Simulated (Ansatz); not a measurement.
# N_Ga in GaN (P6_3mc): charge-transition levels and formation energies

Aim: at which Fermi levels does N_Ga in GaN (P6_3mc) change its charge? The model is a cell of 72 host atoms with 1 Ga taken out and 1 N put in.

Main program and level: Ansatz 0.2.0; place-levels on r2SCAN runs: charge-transition levels and formation energies with image-charge correction and potential alignment at the atomic sites.

**What experiment says.**

For GaN, wurtzite (bulk crystal), “Thermoelectric Properties of GaN with Carrier Concentration Modulation: An Experimental and Theoretical Investigation” (2020, arxiv:2008.11387) quotes earlier work: band gap (direct gap at Gamma, literature experimental value) 3.4 eV [Rounded literature gap quoted in passing in the theory part; sample, method and …].

## Step 1: The structure

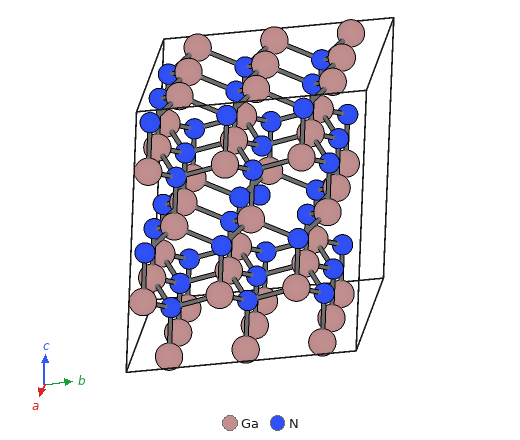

The cell as given, slightly off an axis (gallium pink, nitrogen blue). Some periodic images of atoms are drawn too.

The cell holds 72 atoms: 35 Ga and 37 N. Its edges and angles: a = 9.549 Å, b = 9.549 Å, c = 10.367 Å, α = 90.0°, β = 90.0°, γ = 120.0°. It derives from GaN (space group P6_3mc). Nearest the centre at fractional (0.444, 0.556, 0.500): N34 at 0.00 Å, N43 at 1.95 Å, N11 at 1.95 Å, N35 at 1.95 Å, N40 at 1.95 Å, Ga9 at 3.18 Å, Ga41 at 3.18 Å, Ga33 at 3.18 Å.

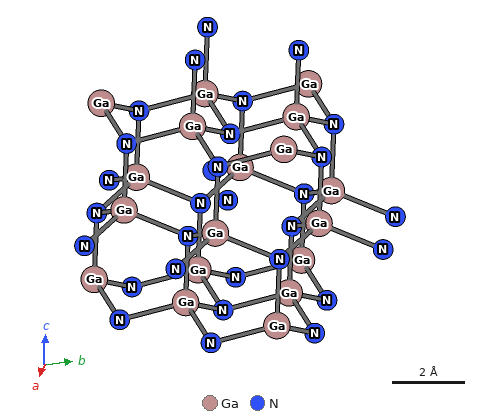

The atoms within 5 Å of the centre.

Structure file:

```xyz
72
Lattice="9.5493 0.0000 0.0000 -4.7746 8.2699 0.0000 0.0000 0.0000 10.3672" Properties=species:S:1:pos:R:3 pbc="T T T"
Ga    1.5915    0.9189    2.5872
Ga    0.0000    1.8378    5.1790
N     1.5915    0.9189    4.5403
N     0.0000    1.8378    1.9485
Ga    1.5915    0.9189    7.7707
Ga    0.0000    1.8378   10.3625
N     1.5915    0.9189    9.7238
N     0.0000    1.8378    7.1320
Ga    0.0000    3.6755    2.5872
Ga   -1.5915    4.5944    5.1790
N     0.0000    3.6755    4.5403
N    -1.5915    4.5944    1.9485
Ga    0.0000    3.6755    7.7707
Ga   -1.5915    4.5944   10.3625
N     0.0000    3.6755    9.7238
N    -1.5915    4.5944    7.1320
Ga   -1.5915    6.4321    2.5872
Ga   -3.1831    7.3510    5.1790
N    -1.5915    6.4321    4.5403
N    -3.1831    7.3510    1.9485
Ga   -1.5915    6.4321    7.7707
Ga   -3.1831    7.3510   10.3625
N    -1.5915    6.4321    9.7238
N    -3.1831    7.3510    7.1320
Ga    4.7746    0.9189    2.5872
Ga    3.1831    1.8378    5.1790
N     4.7746    0.9189    4.5403
N     3.1831    1.8378    1.9485
Ga    4.7746    0.9189    7.7707
Ga    3.1831    1.8378   10.3625
N     4.7746    0.9189    9.7238
N     3.1831    1.8378    7.1320
Ga    3.1831    3.6755    2.5872
N     1.5915    4.5944    5.1790
N     3.1831    3.6755    4.5403
N     1.5915    4.5944    1.9485
Ga    3.1831    3.6755    7.7707
Ga    1.5915    4.5944   10.3625
N     3.1831    3.6755    9.7238
N     1.5915    4.5944    7.1320
Ga    1.5915    6.4321    2.5872
Ga    0.0000    7.3510    5.1790
N     1.5915    6.4321    4.5403
N     0.0000    7.3510    1.9485
Ga    1.5915    6.4321    7.7707
Ga    0.0000    7.3510   10.3625
N     1.5915    6.4321    9.7238
N     0.0000    7.3510    7.1320
Ga    7.9577    0.9189    2.5872
Ga    6.3662    1.8378    5.1790
N     7.9577    0.9189    4.5403
N     6.3662    1.8378    1.9485
Ga    7.9577    0.9189    7.7707
Ga    6.3662    1.8378   10.3625
N     7.9577    0.9189    9.7238
N     6.3662    1.8378    7.1320
Ga    6.3662    3.6755    2.5872
Ga    4.7746    4.5944    5.1790
N     6.3662    3.6755    4.5403
N     4.7746    4.5944    1.9485
Ga    6.3662    3.6755    7.7707
Ga    4.7746    4.5944   10.3625
N     6.3662    3.6755    9.7238
N     4.7746    4.5944    7.1320
Ga    4.7746    6.4321    2.5872
Ga    3.1831    7.3510    5.1790
N     4.7746    6.4321    4.5403
N     3.1831    7.3510    1.9485
Ga    4.7746    6.4321    7.7707
Ga    3.1831    7.3510   10.3625
N     4.7746    6.4321    9.7238
N     3.1831    7.3510    7.1320
```

Screening for the image-charge correction: ε∞ = (5.84, 5.84, 6.02), ε0 = (10.10, 10.10, 11.18), computed on the host (DFPT, PBEsol).

The cell's shortest repeat is 9.5 Å.

## Step 2: The runs of each charge state

Levels follow from differences of total energies between charge states, each relaxed by itself.

Random displacements of about 0.05 Å break the site symmetry at the start, so that the relaxation can reach a distorted minimum if there is one. Forces are taken at one point at (¼, ¼, ¼). The cell holds 2 electrons more than the neutral one, with a uniform background that keeps it neutral on the whole.

One of the inputs; charge, spin and start change from state to state.

Contents of qm2.relax/input.yaml:

```yaml
crystal:
  lattice:
    - [3.18308641, 0.0, 0.0]
    - [-1.5915432, 2.75663369, 0.0]
    - [0.0, 0.0, 5.18358056]
  atoms:
    - { symbol: Ga, position: [0.666667, 0.333333, 0.499108] }
    - { symbol: Ga, position: [0.333333, 0.666667, 0.999108] }
    - { symbol: "N", position: [0.666667, 0.333333, 0.875892] }
    - { symbol: "N", position: [0.333333, 0.666667, 0.375892] }
  supercell: [3, 3, 2]
  defects: [{ substitution: { at: 33, symbol: "N" } }]
total_charge: -2
basis:
  ecutwfc: 500
  xc_grid: 2
hamiltonian:
  xc: r2scan
kpoints:
  mp_grid: { grid: [1, 1, 1], shift: [0.25, 0.25, 0.25] }
scf:
  occupations: { method: fixed }
  max_iter: 100
output:
  forces: true
  charged_corrections:
    epsilon: [5.84, 5.84, 6.02]
    static_epsilon: [10.1, 10.1, 11.18]
    defect_position: [0.444444, 0.555556, 0.499554]
relax:
  f_tol: 0.02
  max_steps: 60
  random_displacement: { amplitude: 0.05, seed: 2351 }
checkpoint:
  write: "../qm2.relax.run"
  compress: false
  write_wavefunctions: true
  write_every: 100000
```

On the command line:

```
ansatz run input.yaml --threads 32 --pin off --max-ram 84787MiB --backend cuda --events-out ev --progress --plain --runs-dir out --max-vram 78GiB
```

Defect states can disperse in a cell of this size, so the energy is taken again at a 2×2×2 shifted mesh, on the relaxed structure.

The run of this state that the levels use, under r2SCAN:

Contents of qm2.semi/input.yaml:

```yaml
crystal:
  checkpoint: "../qm2.relax.run"
  host: checkpoint
total_charge: -2
basis:
  ecutwfc: 500
  xc_grid: 2
hamiltonian:
  xc: r2scan
kpoints:
  mp_grid: { grid: [2, 2, 2], shift: [0.5, 0.5, 0.5] }
scf:
  occupations: { method: fixed }
  max_iter: 100
output:
  forces: true
  charged_corrections:
    epsilon: [5.84, 5.84, 6.02]
    static_epsilon: [10.1, 10.1, 11.18]
    defect_position: [0.444444, 0.555556, 0.499554]
  eigenvalues: true
  eigenstates: { localisation: true }
checkpoint:
  read: "../qm2.relax.run"
  write: "../qm2.semi.run"
  compress: false
  write_wavefunctions: false
  write_every: 100000
```

Relaxations under r2SCAN at one point at (¼, ¼, ¼); times on 1 × NVIDIA GB200 with 32 threads of Arm Neoverse V2, shared host:

| charge | moment (μB) | occupations | outcome | steps | largest displacement against the far atoms (Å) | time |
| --- | --- | --- | --- | --- | --- | --- |
| −2 | 0 | fixed | converged | 17 | 0.82 | 12 s |
| 0 | 0 | fixed | converged | 17 | 0.54 | 12 s |

Single points under r2SCAN at a 2×2×2 shifted mesh; times on 1 × NVIDIA GB200 with 32 threads of Arm Neoverse V2, shared host:

| charge | moment (μB) | occupations | outcome | time |
| --- | --- | --- | --- | --- |
| −2 | 0 | fixed | converged | 2.9 s |
| 0 | 0 | fixed | converged | 2.9 s |

Relaxations under HSE06 at one point at (¼, ¼, ¼); times on 1 × NVIDIA GB200 with 32 threads of Arm Neoverse V2, shared host:

| charge | moment (μB) | occupations | outcome | steps | largest displacement against the far atoms (Å) | time |
| --- | --- | --- | --- | --- | --- | --- |
| 0 | 0 | fixed | converged | 8 | 0.56 | 38 s |

## Step 3: Levels against the band edges, r2SCAN

A charged cell interacts with its images and the background, and its potential has another zero than the host's. place-levels removes the first by a point-charge model, screened by the static dielectric constant since the ions have relaxed around the charge, and the second by comparing potentials at atoms far from the defect.

The host is a run of the defect-free crystal in the same cutoffs, grids and k-points, so that basis and sampling errors cancel in part in the differences. The host is run in a cell of 4 atoms on a matching mesh. Its band edges are searched through the zone by a band path, so the gap is smaller than, or equal to, that on the mesh. Chemical potentials are energies per atom of Ga (alpha-Ga (Cmce)) and N (N2 molecule), run with the same functional and cutoff.

Contents of levels.semi.yaml:

```yaml
host:
  run: host.semi.run
states: [qm2.semi.run, qm1_M1.semi.run, q0.semi.run, qp1_M1.semi.run, qp2.semi.run]
geometry_from:
  qm2.semi.run: qm2.relax.run
  qm1_M1.semi.run: qm1_M1.relax.run
  q0.semi.run: q0.relax.run
  qp1_M1.semi.run: qp1_M1.relax.run
  qp2.semi.run: qp2.relax.run
  host.semi.run: host.relax.run
chemical_potentials:
  Ga:
    energy: -3790.266927
    dataset: "<sha256 of the dataset>"
  "N":
    energy: -384.812052
    dataset: "<sha256 of the dataset>"
```

On the command line:

```
ansatz place-levels levels.semi.yaml -- --threads 32 --pin off --max-ram 84787MiB
```

Numbers of over 12 decimals in the logs are rounded to 6 here.

What it wrote:

```text
[... repeated set-up lines and file paths are left out, and long positions are rounded to six places ...]
(+2/+1) 0.124 eV beneath the valence edge, in the valence band
(+1/0) 0.808 eV above the valence edge, 1.543 eV under the conduction edge
(0/-1) 2.138 eV above the valence edge, 0.214 eV under the conduction edge
(-1/-2) 2.813 eV above the valence edge (+3.129 eV without the band-filling correction), in the conduction band
formation energy of charge +2: +7.329 eV with the Fermi level at the valence edge
formation energy of charge +1: +7.204 eV with the Fermi level at the valence edge
formation energy of charge 0: +8.012 eV with the Fermi level at the valence edge
formation energy of charge -1: +10.150 eV with the Fermi level at the valence edge
formation energy of charge -2: +12.963 eV with the Fermi level at the valence edge
  edges by r2scan, gap 2.351 eV; the host is sampled to repeats of 19.10 Å
  the defect's cells are sampled to repeats of 19.10 Å, like sampling
  charge +2: -146956.1573 eV with its correction of +0.431 eV, at epsilon [10.1, 10.1, 11.18], aligned at sites: -0.2042 eV, mean over 33 atomic sites at or beyond 4.77 Å from the defect at [0.4444, 0.5556, 0.4996], with +0.000000 for the charge's moments and [...]
  charge +1: -146946.7956 eV with its correction of +0.005 eV, at epsilon [10.1, 10.1, 11.18], aligned at sites: -0.2049 eV, mean over 33 atomic sites at or beyond 4.77 Å from the defect at [0.4444, 0.5556, 0.4996], with +0.010250 for the charge's moments and [...]
  charge 0: +0.000 eV for its dipole among its images, +0.228 omitted
  charge -1: -146924.8776 eV with its correction of +0.404 eV, at epsilon [10.1, 10.1, 11.18], aligned at sites: -0.1937 eV, mean over 33 atomic sites at or beyond 4.77 Å from the defect at [0.4444, 0.5556, 0.4996], with -0.032257 for the charge's moments and [...]
  charge -2: -146912.2620 eV with its correction of +1.185 eV, at epsilon [10.1, 10.1, 11.18], aligned at sites: -0.1727 eV, mean over 33 atomic sites at or beyond 4.77 Å from the defect at [0.4444, 0.5556, 0.4996], with -0.041609 for the charge's moments and [...]
  of states[4] (qp2.semi.run): how wide its charge is, is not read beside other atoms or cores, and a band state would take no correction. [...]
  of states[3] (qp1_M1.semi.run): how wide its charge is, is not read beside other atoms or cores, and a band state would take no correction. [...]
  of states[2] (q0.semi.run): the far atoms show a dipole or second moment of the defect's charge, for which the correction takes or leaves out 0.228 eV: further moments aren't read, and the relaxed atoms' own pattern can pass for one, so compare a larger cell
  of states[1] (qm1_M1.semi.run): how wide its charge is, is not read beside other atoms or cores, and a band state would take no correction. [...]
  of states[0] (qm2.semi.run): how wide its charge is, is not read beside other atoms or cores, and a band state would take no correction. [...]
```

It took 0.27 s on 32 threads of Arm Neoverse V2, shared host.

Levels between the charges placed, in eV above the valence top:

```
        gap (eV)  (+2/+1)  (+1/0)  (0/−1)  (−1/−2)
r2SCAN      2.35    -0.12    0.81    2.14     2.81
```

Corrections by state:

```
charge  moment (μB)  image terms and alignment (eV)  band filling (eV)                                  ε used  over the lowest of its charge, as the program ranks them, band filling apart (eV)
    +2          0.0                           0.431                  -  principal values (10.10, 10.10, 11.18)                                                                              0.000
    +1          1.0                           0.005                  -  principal values (10.10, 10.10, 11.18)                                                                              0.000
     0          0.0                           0.000                  -                                       -                                                                              0.000
    −1          1.0                           0.404                  -  principal values (10.10, 10.10, 11.18)                                                                              0.000
    −2          0.0                           1.185             -0.317  principal values (10.10, 10.10, 11.18)                                                                              0.000
```

From the program's caveats on the states, each cut to its opening words:

- charge +2, +1 (1 μB), −1 (1 μB), −2: how wide its charge is, is not read beside other atoms or cores, and a band state would take no correction
- charge +2: its alignment with the host at atomic sites is doubtful: the mean over the far sites moves by -0.0588 eV from their farther parts to their nearer, more than [...]
- charge +1 (1 μB): the far atoms show a dipole or second moment of the defect's charge, for which the correction takes or leaves out 0.051 eV: further moments aren't read, and [...]
- charge +1 (1 μB), −1 (1 μB): flagged: stability check not made
- charge 0: the far atoms show a dipole or second moment of the defect's charge, for which the correction takes or leaves out 0.228 eV: further moments aren't read, and [...]
- charge −2: a band-filling correction moves a carrier to the host's band edge, which changes its energy by -0.317 eV
- charge −2: its alignment with the host at atomic sites is doubtful: the mean over the far sites moves by +0.1005 eV from their farther parts to their nearer, more than [...]
- charge −2: the far atoms show a dipole or second moment of the defect's charge, for which the correction takes or leaves out 0.083 eV: further moments aren't read, and [...]

The host's formation energy from the elements is -0.655 eV per atom; it sets how far the chemical potentials can move.

Limit set by the element alone; other compounds of these elements are not counted. Chemical potentials from the elements' reference states: Ga 0.00 eV, N -1.31 eV. Formation energy by charge state (Ga-rich; gap 2.35 eV):

| charge | at valence top (eV) | at conduction bottom (eV) | correction included (eV) |
| --- | --- | --- | --- |
| +2 | 8.64 | 13.34 | 0.43 |
| +1 | 8.51 | 10.86 | 0.01 |
| 0 | 9.32 | 9.32 | 0.00 |
| −1 | 11.46 | 9.11 | 0.40 |
| −2 | 14.27 | 9.57 | 0.87 |

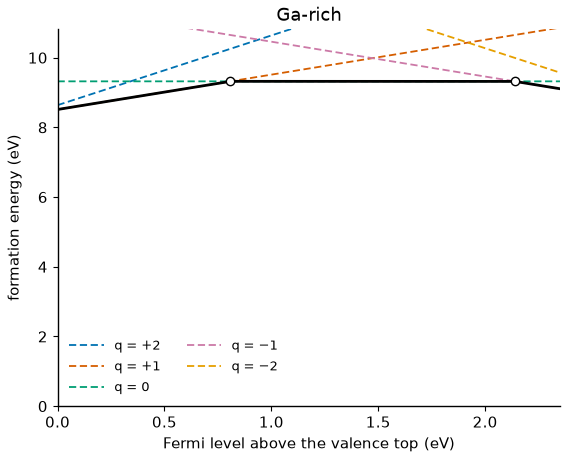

Formation energy against Fermi level; the thick line follows the lowest charge state and circles mark the transition levels.

Limit set by the element alone; other compounds of these elements are not counted. Chemical potentials from the elements' reference states: N 0.00 eV, Ga -1.31 eV. Formation energies (N-rich), with the Fermi level at the valence top and at the conduction bottom (gap 2.35 eV):

```
charge  at valence top (eV)  at conduction bottom (eV)  correction included (eV)
    +2                 6.02                      10.72                      0.43
    +1                 5.90                       8.25                      0.01
     0                 6.70                       6.70                      0.00
    −1                 8.84                       6.49                      0.40
    −2                11.65                       6.95                      0.87
```

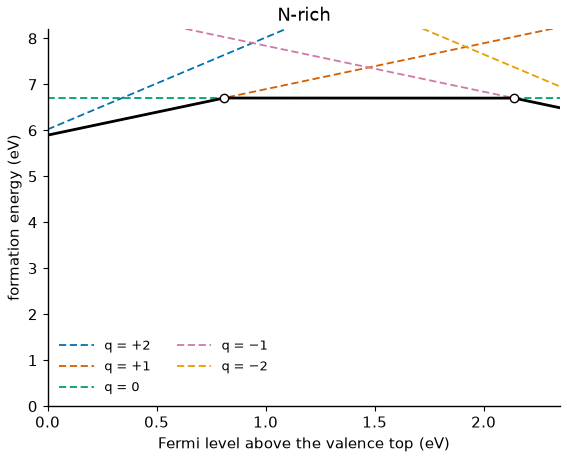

Formation energy against Fermi level; the thick line follows the lowest charge state and circles mark the transition levels.

The charge transition levels (eV, zero at the valence-band top of the host):

|  | conduction bottom | valence top |
| --- | --- | --- |
| N_Ga | 2.35 | 0.00 |

```csv
,level,energy (eV)
N_Ga,(+2/+1),-0.12
N_Ga,(+1/0),0.81
N_Ga,(0/−1),2.14
N_Ga,(−1/−2),2.81
```

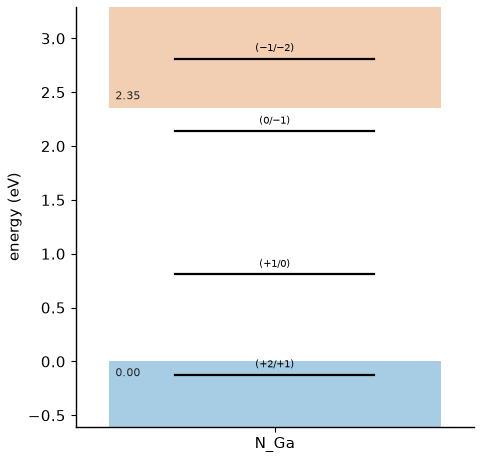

Charge transition levels. Shaded: valence and conduction bands.

## Step 4: Levels against the band edges, HSE06

Contents of levels.hyb.yaml:

```yaml
host:
  run: host.hyb.run
  levels_from: { run: edges.hyb.run }
states: [qm2.hyb.run, qm1_M1.hyb.run, q0.hyb.run, qp1_M1.hyb.run, qp2.hyb.run]
geometry_from:
  qm2.hyb.run: qm2.hrelax.run
  qm1_M1.hyb.run: qm1_M1.hrelax.run
  q0.hyb.run: q0.hrelax.run
  qp1_M1.hyb.run: qp1_M1.hrelax.run
  qp2.hyb.run: qp2.hrelax.run
  host.hyb.run: host.hrelax.run
chemical_potentials:
  Ga:
    energy: -3783.448542
    dataset: "<sha256 of the dataset>"
  "N":
    energy: -383.842267
    dataset: "<sha256 of the dataset>"
```

On the command line:

```
ansatz place-levels levels.hyb.yaml -- --threads 32 --pin off --max-ram 84787MiB
```

What it wrote:

```text
Error: host: the mesh that the exchange of the run that gives the edges (the host's, or that of levels_from where one is named) is summed over does not fold onto the defect's, so that its edges are of another exchange supercell than the defect's energies are [...]
```

The job ended after 0.2 s (32 threads).

The program refused the input before any cycle.

The program's message: “Error: host: the mesh that the exchange of the run that gives the edges (the host's, or that of levels_from where one is named) is summed over does not fold onto the defect's, so that its edges are of …”

[end of part 1 of 2]

[Logs are printed without paths, hosts, clocks, repeated set-up lines and the standing remarks that a program may print on its own settings, such as how far it seeks lower states.]

[Hosts, paths, dates, database ids (printed as entryN), source tags and the programs' standing remarks are cut or masked in the printed files.]

[Where a table of states has a column of steps, it counts the stored structures, which are thinned; the runs took as many ionic steps or more.]

[A defect's name tells the site on which it was built; relaxed atoms can leave that site.]

[For some hosts the program warned that the k-mesh of the response run may be too coarse for force constants and the static dielectric constant; such warnings are not shown here.]
